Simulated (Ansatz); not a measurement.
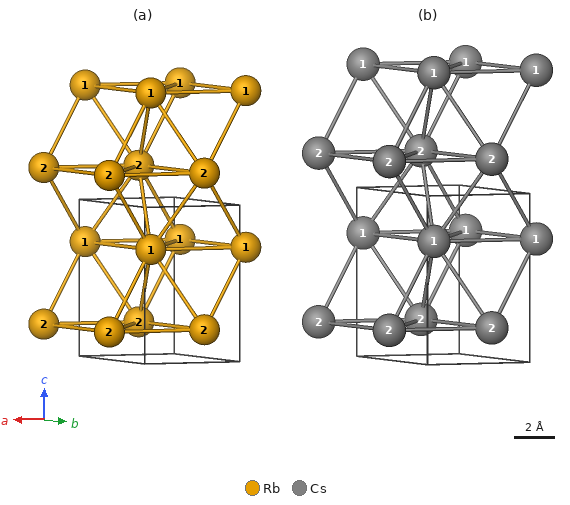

Left: a crystal of Rb (set up in Cmcm). Right: the same structure after one change, at the same scale. The picture is a ball-and-stick view of the cell of the calculation, reduced to other axes, repeated 2 × 2 × 2 with one cell outlined, seen from a free direction. Lengths and directions refer to the drawn axes.

All numbers below come from Ansatz 0.2.0, DFT PBEsol, scalar-relativistic, plane waves, PAW. Set-up: plane-wave cutoff 420 eV; k-point mesh 10 × 10 × 6; occupations gaussian; smearing width 0.1 eV; no spin polarisation.

> What was changed?

Every rubidium atom is replaced by caesium, which gives Cs. Cell and atoms are relaxed again (to zero pressure within 0.1 GPa, forces under 0.01 eV/Å).

> What does the change do?

The volume per atom goes from 86.55 to 108.31 Å³. The drawn cell changes as follows: a 4.965 → 5.350 Å (+7.8 %), b 4.997 → 5.385 Å (+7.8 %), c 8.040 → 8.664 Å (+7.8 %); the volume changes by +25.1 %. The space group stays Cmcm (No. 63).
